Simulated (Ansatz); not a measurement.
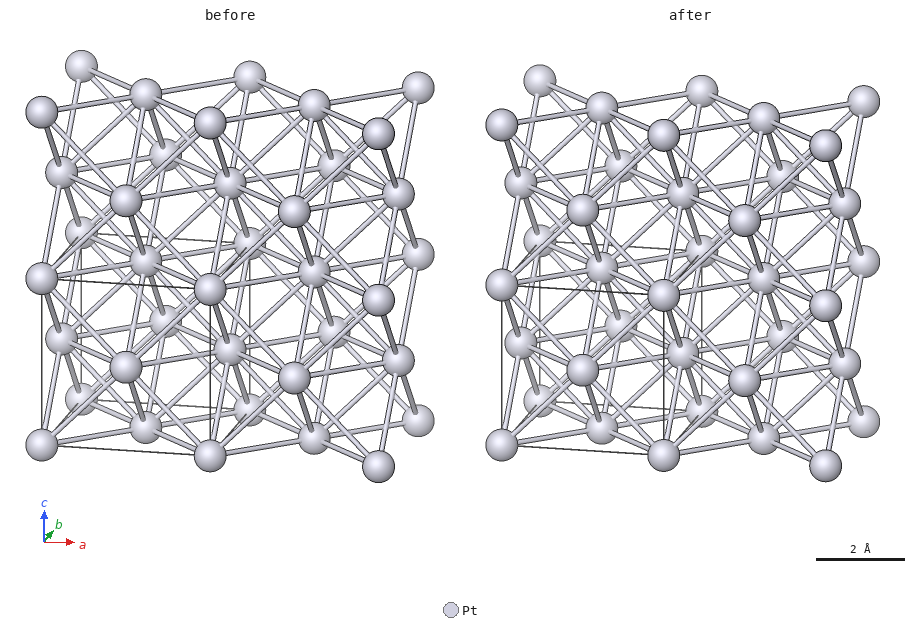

Left: crystalline Pt (set up in Fm-3m). Right: the same structure after one change, at the same scale. Style: ball-and-stick. Shown: the conventional cell (4 times the calculation's cell), repeated 2 × 1 × 2 with one cell outlined, slightly off an axis. Lengths and directions refer to the drawn axes.

These are results of DFT PBE, scalar-relativistic, plane waves, PAW in Ansatz, not measurements. Set-up: plane-wave cutoff 420 eV; k-point mesh 18 × 18 × 18; occupations gaussian; smearing width 0.1 eV; no spin polarisation.

The crystal is put under a hydrostatic pressure of 40 GPa. Cell and atoms are relaxed at that pressure.

Q: How do the computed properties respond?

A: The volume changes by −11.1 %, with a = b = c 3.970 → 3.818 Å (−3.8 %). No atom moves by more than 0.005 Å relative to the cell. Among the bonded contacts that change: Pt–Pt 2.807 → 2.700 Å. The space group stays Fm-3m (No. 225). It costs 190 meV per atom. The pressure goes from 0.0 to 40.0 GPa.
